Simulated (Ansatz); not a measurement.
Input of the run:

```
crystal:
  lattice:
    - [0.0, 2.553289, 2.553289]
    - [2.553289, 0.0, 2.553289]
    - [2.553289, 2.553289, 0.0]
  atoms:
    - { symbol: Lu, position: [0.0, 0.0, 0.0] }
    - { symbol: H, position: [0.25, 0.25, 0.25] }
    - { symbol: H, position: [0.75, 0.75, 0.75] }
  symmetry: { tolerance: 0.0003 }
kpoints:
  mp_grid: { grid: [11, 11, 11], shift: [0, 0, 0] }
  band_path:
    path:
      - [0.0, 0.0, 0.0]
      - [0.5, 0.0, 0.5]
      - [0.625, 0.25, 0.625]
      - [0.375, 0.375, 0.75]
      - [0.0, 0.0, 0.0]
      - [0.5, 0.5, 0.5]
      - [0.5, 0.25, 0.75]
      - [0.5, 0.0, 0.5]
    npoints: 20
magnetization:
  spin_polarized: false
scf:
  occupations: { method: fermi_dirac, width: 0.0253 }
  lower_state_search: "off"
  max_iter: 200
hamiltonian:
  pseudopotentials: { kind: paw }
  xc: r2scan
basis:
  ecutwfc: 500
  fft_grid_basis: typed
output:
  forces: true
  stress: true
  eigenvalues: true
  bader: true
  populations: true
  elf: true
  write_potential: true
  volumetric_format: npy
  dos:
    e_range: [-12, 8]
    de: 0.05
    projected: { site_lists: { H: [H], Lu: [Lu] } }
  write_density: true
checkpoint:
  read: saved_state
```

Command:
```bash
ansatz run input.yaml --threads 1 --pin off --max-ram 2560MiB --backend cpu --events-out ev --progress --plain --runs-dir out
```

What will the band structure look like? The path is Γ–X–U–K–Γ–L–W–X.

A metal: 1 band crosses the Fermi level along this path. Bands cross the Fermi level on Γ–X, K–Γ and L–W, and not on X–U, U–K, Γ–L and W–X. At Γ the nearest levels lie 1.06 eV below and 1.51 eV above the Fermi level.

The cell is at −6 GPa in this functional. Spin-orbit coupling is left out, which matters for Lu.

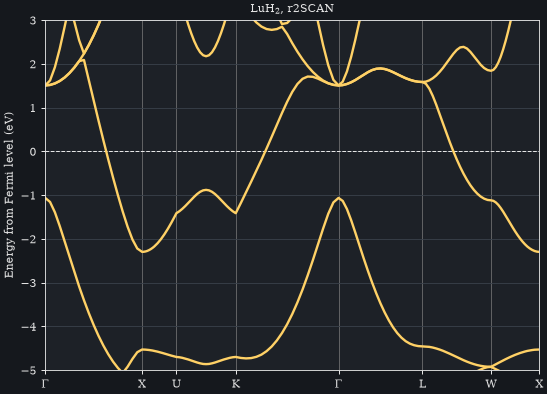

Band structure. Energies are counted from the Fermi level. The path runs straight from each named point to the next.
